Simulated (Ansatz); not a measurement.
**Geometry relaxation, with input and output: Ti₂O (part 2 of 2)**

The same run, continued: Ti₂O (3 atoms in the cell); DFT r2SCAN, scalar-relativistic, plane waves, PAW, no spin polarisation (Ansatz 0.2.0); cutoff 500 eV, 18×18×10 k-mesh, Gaussian smearing of 0.1 eV. The structure derives from an entry of the Crystallography Open Database. It belongs to a series of runs on one base structure; here: volume × 1.03, shape and atoms relaxed.

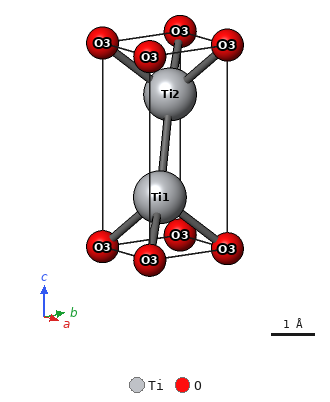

The geometry at step 3 of the log (ball-and-stick view of the cell of the calculation, seen slightly off an axis; atoms are numbered from 1 in the order of the input).

```
basis re-selected at this cell: Δ(F+E_penalty+E_count) = +1.362e-6 eV, ΔP = -0.000 GPa vs the last step (what re-selecting the basis moved, of the pressure what is left beyond the Pulay correction that the steps carried, after the strain that the cell walked since its last selection, with what the two solves' SCF thresholds leave and, on support functions, any second-order correction that the steps lacked; it is no measure of the basis error at this ecutwfc). This SCF's stress stands 1.68e-3 GPa from its target on what of the cell is left free (relax.cell.stress_tol is 1.00e-1 GPa) and its largest allowed force component is 5.41e-4 eV/Å (relax.f_tol is 1.00e-2 eV/Å): within both
SCF converged after 5 iterations
Free energy (F): -5580.679134 eV
Harris-Foulkes:  -5580.679134 eV  (|F-HF|=7.28e-12)
Internal energy: -5580.674114 eV  (E = F + TS)
E sigma→0 (E₀):  -5580.676624 eV
Entropy (-TS):   -0.005019 eV (-1.673 meV/atom)
Fermi energy:    14.973085 eV
--- Per-component energies (eV) ---
  E_band       = -305.504820
  E_kinetic    = 722.781496
  E_local      = -1786.452424  (includes V_loc(G=0)·N_el)
  E_nonlocal   = 61.191790
  E_hartree    = 720.708661
  E_xc         = -260.744621
  E_vxc        = -372.980393  (∫ρ·V_xc dr)
  E_paw        = -2273.000509  (= ΣΔE_a)
  E_vpaw       = -396.269572  (= ΣTr[D̂ρ^β])
  E_aug_tail   = 0.001275  (compensation charges beyond the density's cutoff)
  E_vtau       = 24.805764  (kinetic-family band-sum trace: ∫τ·v_τ [+ j·A + Jᵃ·Aᵃ] dr)
  E_ewald      = -2764.620927
  E_core_change = -0.538855  (= ΣΔE_core)
  E_smearing   = -0.005019  (= −TS)
  E_closure    = -0.000000  (closes the sum)
  Σ components = -5580.679134   (vs F -5580.679134, Δ=0.00e0)
--- Forces (eV/Å), atoms counted from 1 ---
  atom   1  Ti     0.00000000     0.00000000     0.00054073
  atom   2  Ti     0.00000000    -0.00000000    -0.00054073
  atom   3  O      0.00000000     0.00000000     0.00000000
  max |Σ_I F_I| component: 1.08e-19 eV/Å
--- Stress (GPa, compression-positive) ---
       -5.493272       0.000000       0.000000
        0.000000      -5.493272      -0.000000
        0.000000      -0.000000      -5.495788
  P = ⅓ Tr σ = -5.4941 GPa (-54.941 kbar)
--- Band table (eV; the first three rows and the last of 330) ---
  k-point 0: bands = ["-44.7866", "-44.6733", "-20.3438", "-19.7365", "-19.7365", "-19.6698", "-19.6591", "-19.6591", "-7.4282", "7.0300", "8.6774", "8.6774", "10.8092", "14.6275", "15.1634", "15.5290", "15.5290", "16.0455", "16.0455"]
  k-point 1: bands = ["-44.7844", "-44.6756", "-20.3285", "-19.7354", "-19.7354", "-19.6868", "-19.6602", "-19.6602", "-7.4235", "6.9789", "8.6715", "8.6715", "10.9374", "14.4672", "15.3199", "15.5038", "15.5038", "16.0018", "16.0018"]
  k-point 2: bands = ["-44.7781", "-44.6820", "-20.2838", "-19.7359", "-19.7322", "-19.7322", "-19.6633", "-19.6633", "-7.4111", "6.8545", "8.6562", "8.6562", "11.2880", "14.1741", "15.4023", "15.4023", "15.5877", "16.1068", "16.1068"]
  k-point 329: bands = ["-44.6574", "-44.6574", "-20.1339", "-20.1339", "-20.0449", "-20.0289", "-19.7528", "-19.7528", "-6.9500", "7.0805", "7.0805", "7.7939", "13.5094", "13.9872", "13.9872", "16.1655", "16.1655", "16.4183", "17.6844"]
--- Relaxed structure (4 steps of the walk, 4 accepted, 1 SCFs on fresh bases) ---
  F+E_penalty+E_count = -5580.67913363 eV   max|allowed force component| = 5.407e-4 eV/Å   (the final SCF, on the basis selected at the relaxed cell)
  cell:  # Å, volume = 37.4060 Å³
    - [2.9820978489977374, 5.72160564273368e-35, 4.577284514186944e-34]
    - [-1.4910489244988687, 2.5825724938029713, -1.9429705594253903e-32]
    - [7.465883449952904e-34, -3.616287296070938e-32, 4.856979978826721]
  atoms:
    - { symbol: Ti, position: [0.6666666666666667, 0.3333333333333333, 0.26814344448966676] }
    - { symbol: Ti, position: [0.3333333333333333, 0.6666666666666666, 0.7318565555103334] }
    - { symbol: O, position: [1.365526265902507e-35, -1.2175952895752058e-35, -5.946938439236355e-20] }
```

Trajectory as extended XYZ (Å, eV, eV/Å), 5 frames, from step=1 to step=5:
```
3
Lattice="2.9807 0.0000 0.0000 -1.4903 2.5813 0.0000 0.0000 0.0000 4.8617" Properties=species:S:1:pos:R:3:forces:R:3 step=1 energy=-5580.67894 pressure_GPa=-5.55
Ti    1.4903    0.8604    1.3073    0.0000   0.0000  -0.0498
Ti    0.0000    1.7209    3.5544    0.0000   0.0000   0.0498
O     0.0000    0.0000    0.0000    0.0000   0.0000   0.0000
3
Lattice="2.9810 0.0000 0.0000 -1.4905 2.5816 0.0000 0.0000 0.0000 4.8605" Properties=species:S:1:pos:R:3:forces:R:3 step=2 energy=-5580.67911 pressure_GPa=-5.51
Ti    1.4905    0.8605    1.3043    0.0000   0.0000  -0.0098
Ti    0.0000    1.7211    3.5562    0.0000   0.0000   0.0098
O     0.0000    0.0000    0.0000    0.0000   0.0000   0.0000
3
Lattice="2.9830 0.0000 0.0000 -1.4915 2.5834 0.0000 0.0000 0.0000 4.8539" Properties=species:S:1:pos:R:3:forces:R:3 step=3 energy=-5580.67912 pressure_GPa=-5.49
Ti    1.4915    0.8611    1.3014    0.0000   0.0000  -0.0028
Ti    0.0000    1.7223    3.5525    0.0000   0.0000   0.0028
O     0.0000    0.0000    0.0000    0.0000   0.0000   0.0000
3
Lattice="2.9821 0.0000 0.0000 -1.4910 2.5826 0.0000 0.0000 0.0000 4.8570" Properties=species:S:1:pos:R:3:forces:R:3 step=4 energy=-5580.67914 pressure_GPa=-5.49
Ti    1.4910    0.8609    1.3024    0.0000   0.0000   0.0008
Ti    0.0000    1.7217    3.5546    0.0000   0.0000  -0.0008
O     0.0000    0.0000    0.0000    0.0000   0.0000   0.0000
3
Lattice="2.9821 0.0000 0.0000 -1.4910 2.5826 0.0000 0.0000 0.0000 4.8570" Properties=species:S:1:pos:R:3:forces:R:3 step=5 energy=-5580.67913 pressure_GPa=-5.49
Ti    1.4910    0.8609    1.3024    0.0000   0.0000   0.0005
Ti    0.0000    1.7217    3.5546    0.0000   0.0000  -0.0005
O     0.0000    0.0000    0.0000    0.0000   0.0000   0.0000
```

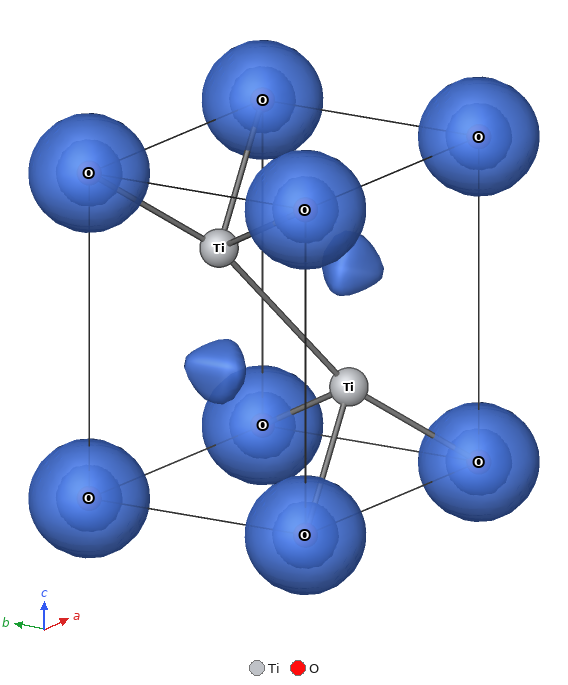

Isosurface of the ELF at 0.75 (blue), seen at an oblique angle. Only the valence region is drawn (cores and ρ < 0.01 e/Å³ removed). Sticks mark near contacts. The outline is the cell set on symmetry axes. Profiles from the grid: Ti–O (2.16 Å): the ELF is about 0.10 at the midpoint (a polar contact without a shared pair, in a metal). Ti–Ti (2.83 Å): the ELF is about 0.30 at the midpoint (no shared electron pair). In a PAW calculation such maps are meaningful between the atoms, not at the nuclei.

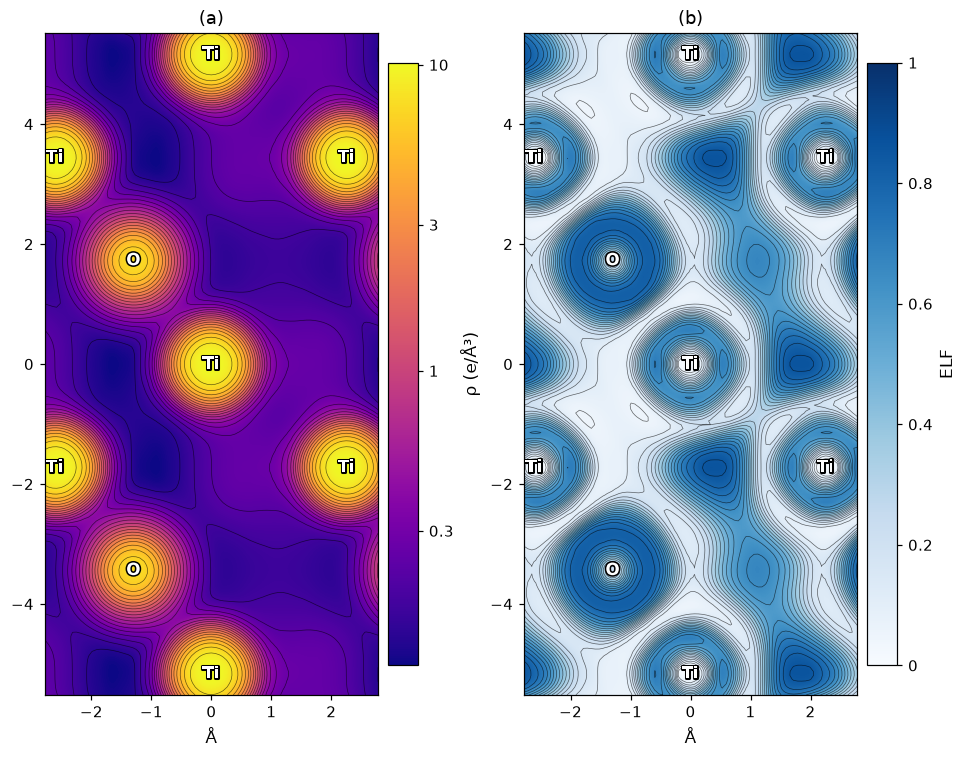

(a) valence pseudo-density; (b) electron localisation function on the (110) plane of the conventional cell. Atoms in the plane: Ti and O. Ti–O (2.16 Å): the density is about 0.4 e/Å³ at the midpoint; the ELF is about 0.10 at the midpoint; no shared pair; the contact is polar. Ti–Ti (2.83 Å): ρ at the midpoint is about 0.23 e/Å³; the ELF is about 0.30 at the midpoint; no shared electron pair. Away from the nuclei the density in this plane falls to 0.11 e/Å³ at its lowest.  The strong features right at Ti lie inside the PAW spheres (semicore, d or f shells) and say nothing about bonding.

The run was set up as follows.

The input:
```yaml
crystal:
  lattice:
    - [2.9806588014, 0.0, 0.0]
    - [-1.4903294007, 2.581326242, 0.0]
    - [0.0, 0.0, 4.8616709637]
  atoms:
    - { symbol: Ti, position: [0.6666666667, 0.3333333333, 0.2688898715] }
    - { symbol: Ti, position: [0.3333333333, 0.6666666667, 0.7311101285] }
    - { symbol: O, position: [0.0, 0.0, 0.0] }
basis:
  ecutwfc: 500
kpoints:
  mp_grid: { grid: [18, 18, 10] }
hamiltonian:
  xc: r2scan
scf:
  occupations: { method: gaussian, width: 0.1 }
output:
  forces: true
  stress: true
  eigenvalues: true
  write_density: true
  write_potential: true
  elf: true
  volumetric_format: npy
relax:
  adjacent_minimum: "off"
  f_tol: 0.01
  max_steps: 30
  cell: { stress_tol: 0.1, fix: [volume] }
```

Run as:
```bash
ansatz run input.yaml --threads 1 --pin off --max-ram 2560MiB --backend cpu --events-out ev --progress --plain --runs-dir out
```

Results in brief:

```json
{"quantity": "outcome", "value": "converged"}
{"quantity": "space group (tolerance 0.01 Å)", "value": "P-3m1 (164)"}
{"quantity": "electrons treated", "value": "30"}
{"quantity": "free energy", "value": "−5580.6791 eV"}
{"quantity": "Fermi energy", "value": "14.973 eV"}
{"quantity": "gap on the k-point mesh", "value": "none (metallic)"}
{"quantity": "pressure", "value": "−5.49 GPa"}
{"quantity": "final volume", "value": "37.41 Å³"}
{"quantity": "largest force (length of the vector) at the end", "value": "0.001 eV/Å"}
{"quantity": "final cell", "value": "a = 2.982 Å, b = 2.982 Å, c = 4.857 Å, α = 90.00°, β = 90.00°, γ = 120.00°"}
{"quantity": "hardware", "value": "1 thread of Intel Xeon @ 2.50GHz (Skylake/Cascade Lake), 192 GiB of memory available, shared host"}
{"quantity": "wall time", "value": "2.5 min"}
{"quantity": "peak memory", "value": "0.7 GiB"}
```

The cell is under a tension of 5.5 GPa at this level, so it is not at its equilibrium volume.
